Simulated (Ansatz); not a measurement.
# Geometry relaxation, with input and output: PbSe

System: PbSe (Fm-3m, 2 atoms in the cell).
Method: DFT PBEsol, scalar-relativistic, plane waves, PAW, no spin polarisation (Ansatz 0.2.0).

The structure derives from an entry of the Crystallography Open Database. Figures and captions count atoms from 1; the log counts them from 0 in places.

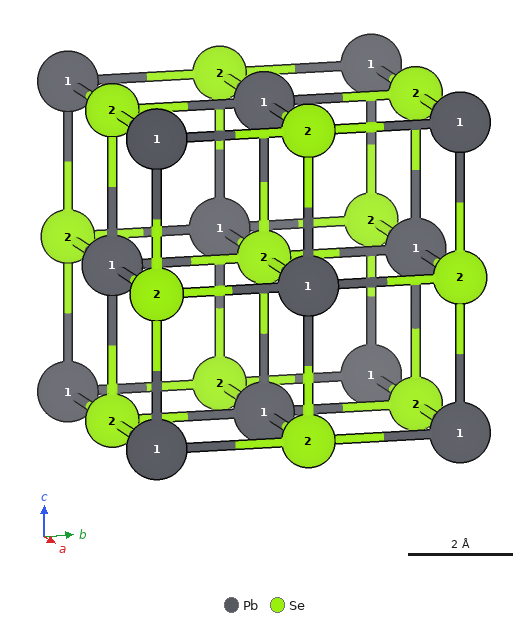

The input geometry (ball-and-stick view of the cell 4 times as large as that of the calculation, set on its symmetry axes, seen slightly off an axis; atoms are numbered from 1 in the order of the input). Near neighbours in the crystal (not all of them lie inside the picture): Pb has 6 Se at 3.06 Å; Se has 6 Pb at 3.06 Å.

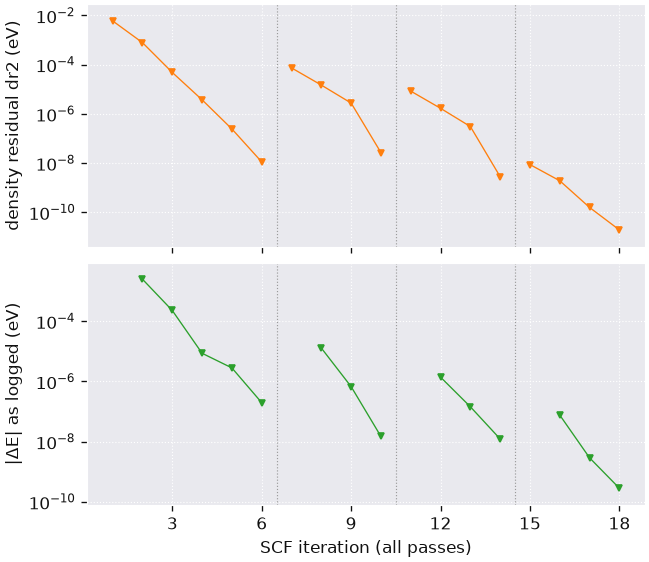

Convergence of the self-consistent field: density residual dr2 and size of the energy change against the SCF iteration. The dotted lines part the SCF passes of the relaxation: geometry steps, rejected trials and re-solves on a re-selected basis. The passes take 6, 4, 4 and 4 iterations.

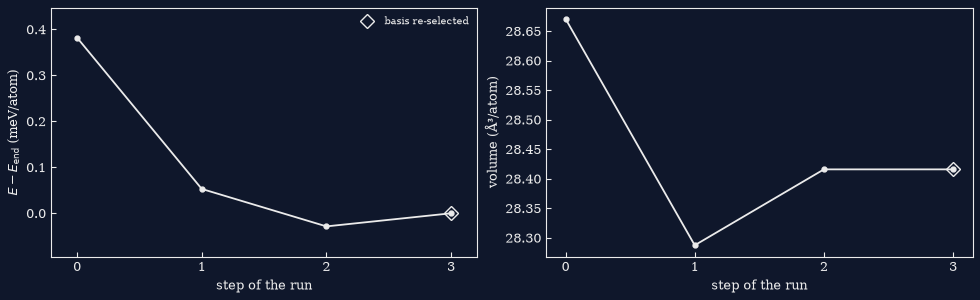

Progress of the relaxation, step by step (the first geometry is step 0 here and step 1 in the log). No atom moves by more than 0.005 Å relative to the cell. The volume changes by −0.9 %, with a = b = c 6.121 → 6.103 Å (−0.3 %). Among the contacts that change: Pb1–Se2 3.061 → 3.052 Å. The space group stays Fm-3m (No. 225). Over 2 geometry steps the energy falls by 0.4 meV per atom. All forces vanish by symmetry, so only the cell relaxes. The pressure goes from −0.47 to 0.00 GPa. A last SCF at the same geometry on a re-selected plane-wave basis shifts the energy by +0.0 meV per atom. (Atoms are counted from 1 in the order of the input.)

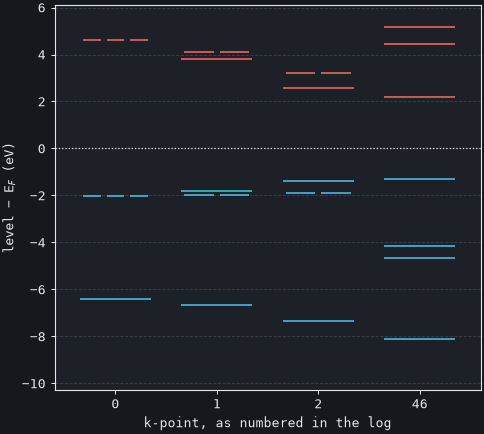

Kohn–Sham levels near the Fermi level (dotted) at the few k-points that the log prints; levels within 0.02 eV of each other stand side by side. Among these points the highest filled and lowest empty levels are 3.48 eV apart; the gap on the full mesh, 0.17 eV, has an edge at a point that isn't printed.

The input that produced these results follows, with the program's output.

## Input file
```yaml
crystal:
  lattice:
    - [0.0, 3.06065, 3.06065]
    - [3.06065, 0.0, 3.06065]
    - [3.06065, 3.06065, 0.0]
  atoms:
    - { symbol: Pb, position: [0.0, 0.0, 0.0] }
    - { symbol: Se, position: [0.5, 0.5, 0.5] }
basis:
  ecutwfc: 420
kpoints:
  mp_grid: { grid: [10, 10, 10] }
hamiltonian:
  xc: pbesol
scf:
  occupations: { method: gaussian, width: 0.01 }
output:
  forces: true
  stress: true
  eigenvalues: true
relax:
  adjacent_minimum: "off"
  f_tol: 0.005
  max_steps: 80
  cell: { stress_tol: 0.05 }
```

Launched with:
```bash
ansatz run input.yaml --threads 1 --pin off --max-ram 2560MiB --backend cpu --events-out ev --progress --plain --runs-dir out
```

## What the program printed
```
Engine: ansatz 0.2.0, x86_64-unknown-linux-gnu
Pseudopotentials: kind: paw
Pseudopotential: Pb, paw, valence charge 14, recommended cutoff 420 eV (normal), Pb.paw.azcp
Pseudopotential: Se, paw, valence charge 16, recommended cutoff 420 eV (normal), Se.paw.azcp
Functional definition: PBEsol
  exchange = pbesol_x
  correlation = pbesol_c
Crystal: 2 atoms, lattice volume = 57.342 Å³
Basis set: ecut = 420 eV, 1139 PW (Γ), exchange–correlation on 60×60×60 points (8 copies of the dense FFT grid, shifted against one another)
Bands: 19, of which v1, the nominal top of the filled ones, is band 15 counted from 1 (14 counted from 0)
Symmetry: 48 space group operations
Space group: Fm-3m (ITA 225), of the structure as read, at distance tolerance 3.9e-5 Å
k-points: 47 of 1000
Non-local potential: Pb, projectors of the file, l = 0: 2, l = 1: 2, l = 2: 2, l = 3: 2
Non-local potential: Se, projectors of the file, l = 0: 2, l = 1: 2, l = 2: 3, l = 3: 1
PAW form: soft (Blöchl's): semilocal exchange-correlation on the pseudo side does not see the compensation charge
PAW frozen core: Pb, regenerated for the run's functional, and the local potential with it (the file was generated under x = pbe(κ = 0.804, μ = 0.2195149727645171), c = pbe(β = 0.06672455060314922))
PAW frozen core: Se, regenerated for the run's functional, and the local potential with it (the file was generated under x = pbe(κ = 0.804, μ = 0.2195149727645171), c = pbe(β = 0.06672455060314922))
PAW one-centre angular grid: Pb, 590 points (default); XC on 64 Gauss nodes
PAW one-centre angular grid: Se, 590 points (default); XC on 64 Gauss nodes
Initial density: superposition of atomic densities (neutral atoms: chi_scale 0, normalization atom), corrected by the library's trained network
Initial wavefunctions: pseudopotential atomic-orbital guess
Functional: x = pbesol(κ = 0.804, μ = 0.12345679012345678), c = pbesol(β = 0.046)
SCF iter   1: F=—  HF=-17180.216969 eV  |F-HF|=—  |Δ(HF+E_count)|=         —  Δρ=2.36e-3  dr2=6.02e-3  ethr=1.77e-3  ⟨swp⟩=6.4  Hψ=4301  notcnv=0
preconditioner: auto → none  [insulator: Δε(μ)=0.169 eV  Ē_g=15.215 eV  σ=0.010 eV  W_gap=1.00  n_scr=14 (ndim 8)  ℏωp=21.9 eV  f_vac=0.019  D(μ)=0.00/eV (n_scr^D=0)  ε∞_Penn≈3.1]
SCF iter   2: F=—  HF=-17180.214455 eV  |F-HF|=—  |Δ(HF+E_count)|=   2.51e-3  Δρ=1.09e-3  dr2=7.87e-4  ethr=2.01e-5  ⟨swp⟩=2.8  Hψ=1781  notcnv=0
SCF iter   3: F=—  HF=-17180.214226 eV  |F-HF|=—  |Δ(HF+E_count)|=   2.29e-4  Δρ=3.41e-4  dr2=4.83e-5  ethr=2.62e-6  ⟨swp⟩=3.0  Hψ=1767  notcnv=0
SCF iter   4: F=—  HF=-17180.214235 eV  |F-HF|=—  |Δ(HF+E_count)|=   8.65e-6  Δρ=1.18e-4  dr2=3.72e-6  ethr=1.61e-7  ⟨swp⟩=2.9  Hψ=1598  notcnv=0
SCF iter   5: F=—  HF=-17180.214238 eV  |F-HF|=—  |Δ(HF+E_count)|=   2.82e-6  Δρ=2.18e-5  dr2=2.43e-7  ethr=1.24e-8  ⟨swp⟩=2.0  Hψ=1590  notcnv=0
SCF iter   6: F=-17180.214238 eV  HF=-17180.214238 eV  |F-HF|=1.40e-8  |Δ(HF+E_count)|=   1.97e-7  Δρ=4.76e-6  dr2=1.11e-8  ethr=3.33e-10  ⟨swp⟩=5.1  Hψ=4096  notcnv=0
SCF 1 converged in 6 iterations: F = -17180.214238 eV  dr2 = 1.11e-8
  greatest PAW one-centre occupation: 1.000 electrons in one spin orbital (limit 2), on the Se atom at site 1 (counted from 0), in its partial waves of l = 2
relax step   1: F+E_penalty+E_count = -17180.21423776 eV  Δ(F+E_penalty+E_count) = +0.000e0 eV  max|allowed force component| = 1.233e-30 eV/Å  Δτ_max = 0.0000 Å  P = -0.474 GPa  Ω = 57.342 Å³  (6 SCF iters, dr2 threshold 1.00e-7 eV, accepted)
Crystal: 2 atoms, lattice volume = 56.575 Å³
Basis set: ecut = 420 eV, 1067 PW (Γ), exchange–correlation on 60×60×60 points (8 copies of the dense FFT grid, shifted against one another)
Initial density: handed on by an earlier stage of this run
Initial wavefunctions: those handed on with the density
iter 1 solved again at ethr=1.03e-6 eV; its pass at ethr=3.10e-3 eV (dr2=3.08e-4 eV) is discarded
SCF iter   1: F=—  HF=-17180.214909 eV  |F-HF|=—  |Δ(HF+E_count)|=         —  Δρ=2.79e-4  dr2=7.40e-5  ethr=1.03e-6  ⟨swp⟩=2.3  Hψ=5393  notcnv=0
preconditioner: auto → none  [insulator: Δε(μ)=0.151 eV  Ē_g=15.273 eV  σ=0.010 eV  W_gap=1.00  n_scr=14 (ndim 8)  ℏωp=22.1 eV  f_vac=0.016  D(μ)=0.00/eV (n_scr^D=0)  ε∞_Penn≈3.1]
SCF iter   2: F=—  HF=-17180.214896 eV  |F-HF|=—  |Δ(HF+E_count)|=   1.29e-5  Δρ=1.50e-4  dr2=1.48e-5  ethr=2.47e-7  ⟨swp⟩=2.0  Hψ=1076  notcnv=0
SCF iter   3: F=—  HF=-17180.214896 eV  |F-HF|=—  |Δ(HF+E_count)|=   6.73e-7  Δρ=5.98e-5  dr2=2.75e-6  ethr=4.93e-8  ⟨swp⟩=2.9  Hψ=1558  notcnv=0
SCF iter   4: F=-17180.214896 eV  HF=-17180.214896 eV  |F-HF|=7.86e-9  |Δ(HF+E_count)|=   1.48e-8  Δρ=8.80e-6  dr2=2.66e-8  ethr=6.67e-10  ⟨swp⟩=3.6  Hψ=4056  notcnv=0
SCF 2 converged in 4 iterations: F = -17180.214896 eV  dr2 = 2.66e-8
relax step   2: F+E_penalty+E_count = -17180.21489563 eV  Δ(F+E_penalty+E_count) = -6.579e-4 eV  max|allowed force component| = 1.019e-30 eV/Å  Δτ_max = 0.0000 Å  P = +0.242 GPa  Ω = 56.575 Å³  energy of the carried Pulay correction = +8.093e-5 eV  (4 SCF iters, dr2 threshold 2.00e-7 eV, accepted)
Crystal: 2 atoms, lattice volume = 56.832 Å³
iter 1 solved again at ethr=1.17e-7 eV; its pass at ethr=3.10e-3 eV (dr2=3.51e-5 eV) is discarded
SCF iter   1: F=—  HF=-17180.215060 eV  |F-HF|=—  |Δ(HF+E_count)|=         —  Δρ=9.32e-5  dr2=8.42e-6  ethr=1.17e-7  ⟨swp⟩=2.6  Hψ=5233  notcnv=0
preconditioner: auto → none  [insulator: Δε(μ)=0.169 eV  Ē_g=15.254 eV  σ=0.010 eV  W_gap=1.00  n_scr=14 (ndim 8)  ℏωp=22.0 eV  f_vac=0.019  D(μ)=0.00/eV (n_scr^D=0)  ε∞_Penn≈3.1]
SCF iter   2: F=—  HF=-17180.215059 eV  |F-HF|=—  |Δ(HF+E_count)|=   1.39e-6  Δρ=5.07e-5  dr2=1.68e-6  ethr=2.81e-8  ⟨swp⟩=2.0  Hψ=1072  notcnv=0
SCF iter   3: F=—  HF=-17180.215059 eV  |F-HF|=—  |Δ(HF+E_count)|=   1.44e-7  Δρ=1.98e-5  dr2=3.05e-7  ethr=5.59e-9  ⟨swp⟩=3.0  Hψ=1587  notcnv=0
SCF iter   4: F=-17180.215059 eV  HF=-17180.215059 eV  |F-HF|=1.18e-9  |Δ(HF+E_count)|=   1.22e-8  Δρ=2.83e-6  dr2=2.78e-9  ethr=4.90e-10  ⟨swp⟩=5.1  Hψ=3653  notcnv=0
SCF 3 converged in 4 iterations: F = -17180.215059 eV  dr2 = 2.78e-9
relax step   3: F+E_penalty+E_count = -17180.21505861 eV  Δ(F+E_penalty+E_count) = -1.630e-4 eV  max|allowed force component| = 1.282e-30 eV/Å  Δτ_max = 0.0000 Å  P = -0.004 GPa  Ω = 56.832 Å³  energy of the carried Pulay correction = +5.360e-5 eV  (4 SCF iters, dr2 threshold 1.47e-7 eV, accepted)
Initial wavefunctions: pseudopotential atomic-orbital guess (no wavefunctions were taken with the density)
iter 1 solved again at ethr=8.69e-8 eV; its pass at ethr=3.10e-3 eV (dr2=2.61e-5 eV) is discarded
SCF iter   1: F=—  HF=-17180.215002 eV  |F-HF|=—  |Δ(HF+E_count)|=         —  Δρ=8.57e-6  dr2=8.66e-9  ethr=8.69e-8  ⟨swp⟩=3.0  Hψ=6956  notcnv=0
preconditioner: auto → none  [insulator: Δε(μ)=0.169 eV  Ē_g=15.255 eV  σ=0.010 eV  W_gap=1.00  n_scr=14 (ndim 8)  ℏωp=22.0 eV  f_vac=0.019  D(μ)=0.00/eV (n_scr^D=0)  ε∞_Penn≈3.1]
SCF iter   2: F=—  HF=-17180.215002 eV  |F-HF|=—  |Δ(HF+E_count)|=   7.59e-8  Δρ=4.03e-6  dr2=1.90e-9  ethr=2.89e-11  ⟨swp⟩=2.5  Hψ=1663  notcnv=0
SCF iter   3: F=—  HF=-17180.215002 eV  |F-HF|=—  |Δ(HF+E_count)|=   2.88e-9  Δρ=1.11e-6  dr2=1.56e-10  ethr=6.32e-12  ⟨swp⟩=2.1  Hψ=1128  notcnv=0
SCF iter   4: F=-17180.215002 eV  HF=-17180.215002 eV  |F-HF|=7.28e-12  |Δ(HF+E_count)|=  2.80e-10  Δρ=1.90e-7  dr2=1.90e-11  ethr=1.00e-12  ⟨swp⟩=4.0  Hψ=4444  notcnv=0
SCF 4 converged in 4 iterations: F = -17180.215002 eV  dr2 = 1.90e-11
relax step   4: F+E_penalty+E_count = -17180.21500217 eV  Δ(F+E_penalty+E_count) = +5.645e-5 eV  max|allowed force component| = 5.916e-31 eV/Å  Δτ_max = 0.0000 Å  P = -0.004 GPa  Ω = 56.832 Å³  stress off target by 4.05e-3 GPa  SCF on the basis re-selected at this cell (its energy is not comparable with the rows above)  (4 SCF iters)
basis re-selected at this cell: Δ(F+E_penalty+E_count) = +5.645e-5 eV, ΔP = -0.000 GPa vs the last step (what re-selecting the basis moved, of the pressure what is left beyond the Pulay correction that the steps carried, after the strain that the cell walked since its last selection, with what the two solves' SCF thresholds leave and, on support functions, any second-order correction that the steps lacked; it is no measure of the basis error at this ecutwfc). This SCF's stress stands 4.05e-3 GPa from its target on what of the cell is left free (relax.cell.stress_tol is 5.00e-2 GPa) and its largest allowed force component is 5.92e-31 eV/Å (relax.f_tol is 5.00e-3 eV/Å): within both
SCF converged after 4 iterations
Free energy (F): -17180.215002 eV
Harris-Foulkes:  -17180.215002 eV  (|F-HF|=7.28e-12)
Internal energy: -17180.215002 eV  (E = F + TS)
E sigma→0 (E₀):  -17180.215002 eV
Fermi energy:    9.109575 eV
--- Per-component energies (eV) ---
  E_band       = -426.359297
  E_kinetic    = 406.222170
  E_local      = -3516.992419  (includes V_loc(G=0)·N_el)
  E_nonlocal   = -240.728657
  E_hartree    = 1635.291126
  E_xc         = -322.986498
  E_vxc        = -231.491367  (∫ρ·V_xc dr)
  E_paw        = -12121.404433  (= ΣΔE_a)
  E_vpaw       = -113.950596  (= ΣTr[D̂ρ^β])
  E_aug_tail   = -0.000518  (compensation charges beyond the density's cutoff)
  E_ewald      = -3020.686339
  E_core_change = 1.070567  (= ΣΔE_core)
  E_smearing   = -0.000000  (= −TS)
  E_closure    = -0.000000  (closes the sum)
  Σ components = -17180.215002   (vs F -17180.215002, Δ=0.00e0)
--- Forces (eV/Å), atoms counted from 1 ---
  atom   1  Pb    -0.00000000     0.00000000     0.00000000
  atom   2  Se     0.00000000    -0.00000000     0.00000000
  max |Σ_I F_I| component: 7.89e-31 eV/Å
--- Stress (GPa, compression-positive) ---
       -0.004045      -0.000000      -0.000000
       -0.000000      -0.004045      -0.000000
       -0.000000      -0.000000      -0.004045
  P = ⅓ Tr σ = -0.0040 GPa (-0.040 kbar)
--- Band table (eV; the first three rows and the last of 47) ---
  k-point 0: bands = ["-38.3040", "-38.3040", "-38.3015", "-38.3015", "-38.3015", "-7.7608", "-7.7608", "-7.7608", "-7.7602", "-7.7602", "-4.6706", "2.7039", "7.1019", "7.1019", "7.1019", "13.7134", "13.7134", "13.7134", "15.4500"]
  k-point 1: bands = ["-38.3040", "-38.3040", "-38.3015", "-38.3015", "-38.3015", "-7.7628", "-7.7628", "-7.7604", "-7.7573", "-7.7573", "-4.5927", "2.4356", "7.1286", "7.1286", "7.2912", "12.9284", "13.2366", "13.2366", "15.2797"]
  k-point 2: bands = ["-38.3039", "-38.3039", "-38.3015", "-38.3015", "-38.3015", "-7.7693", "-7.7693", "-7.7595", "-7.7486", "-7.7486", "-4.3708", "1.7871", "7.2081", "7.2081", "7.7140", "11.6826", "12.3323", "12.3323", "15.2509"]
  k-point 46: bands = ["-38.3040", "-38.3039", "-38.3015", "-38.3014", "-38.3014", "-7.8640", "-7.7582", "-7.7580", "-7.7374", "-7.7133", "-3.1603", "1.0025", "4.4313", "4.9675", "7.8306", "11.3127", "13.5402", "14.2621", "15.9573"]
--- Relaxed structure (3 steps of the walk, 3 accepted, 1 SCFs on fresh bases) ---
  F+E_penalty+E_count = -17180.21500217 eV   max|allowed force component| = 5.916e-31 eV/Å   (the final SCF, on the basis selected at the relaxed cell)
  cell:  # Å, volume = 56.8319 Å³
    - [1.7833802115134561e-34, 3.051552125946584, 3.051552125946584]
    - [3.051552125946584, 4.458450528783641e-35, 3.051552125946584]
    - [3.051552125946584, 3.051552125946584, 1.2101508578127026e-34]
  atoms:
    - { symbol: Pb, position: [4.916056292153261e-37, -4.916056292156986e-37, -1.8025539737851567e-36] }
    - { symbol: Se, position: [0.5, 0.5, 0.5] }
```

## Trajectory as extended XYZ (Å, eV, eV/Å), 4 frames, from step=1 to step=4
```
2
Lattice="0.0000 3.0606 3.0606 3.0606 0.0000 3.0606 3.0606 3.0606 0.0000" Properties=species:S:1:pos:R:3:forces:R:3 step=1 energy=-17180.21424 pressure_GPa=-0.47
Pb    0.0000    0.0000    0.0000    0.0000   0.0000   0.0000
Se    3.0606    3.0606    3.0606    0.0000   0.0000   0.0000
2
Lattice="0.0000 3.0469 3.0469 3.0469 0.0000 3.0469 3.0469 3.0469 0.0000" Properties=species:S:1:pos:R:3:forces:R:3 step=2 energy=-17180.21490 pressure_GPa=0.24
Pb    0.0000    0.0000    0.0000    0.0000   0.0000   0.0000
Se    3.0469    3.0469    3.0469    0.0000   0.0000   0.0000
2
Lattice="0.0000 3.0516 3.0516 3.0516 0.0000 3.0516 3.0516 3.0516 0.0000" Properties=species:S:1:pos:R:3:forces:R:3 step=3 energy=-17180.21506 pressure_GPa=-0.00
Pb    0.0000    0.0000    0.0000    0.0000   0.0000   0.0000
Se    3.0516    3.0516    3.0516    0.0000   0.0000   0.0000
2
Lattice="0.0000 3.0516 3.0516 3.0516 0.0000 3.0516 3.0516 3.0516 0.0000" Properties=species:S:1:pos:R:3:forces:R:3 step=4 energy=-17180.21500 pressure_GPa=-0.00
Pb    0.0000    0.0000    0.0000    0.0000   0.0000   0.0000
Se    3.0516    3.0516    3.0516    0.0000   0.0000   0.0000
```

## Key numbers

| quantity | value |
| --- | --- |
| outcome | converged |
| space group (tolerance 0.01 Å) | Fm-3m (225) |
| electrons treated | 30 |
| free energy | −17180.2150 eV |
| Fermi energy | 9.110 eV |
| gap on the k-point mesh | 0.17 eV |
| pressure | 0.00 GPa |
| final volume | 56.83 Å³ |
| largest force (length of the vector) at the end | under 0.001 eV/Å |
| final cell | a = 4.316 Å, b = 4.316 Å, c = 4.316 Å, α = 60.00°, β = 60.00°, γ = 60.00° |
| hardware | 1 thread of Intel Xeon @ 2.50GHz (Skylake/Cascade Lake), 189 GiB of memory available, shared host |
| wall time | 30 s |
| peak memory | 0.39 GiB |

## Remarks

Spin–orbit coupling is left out, which matters for Pb.
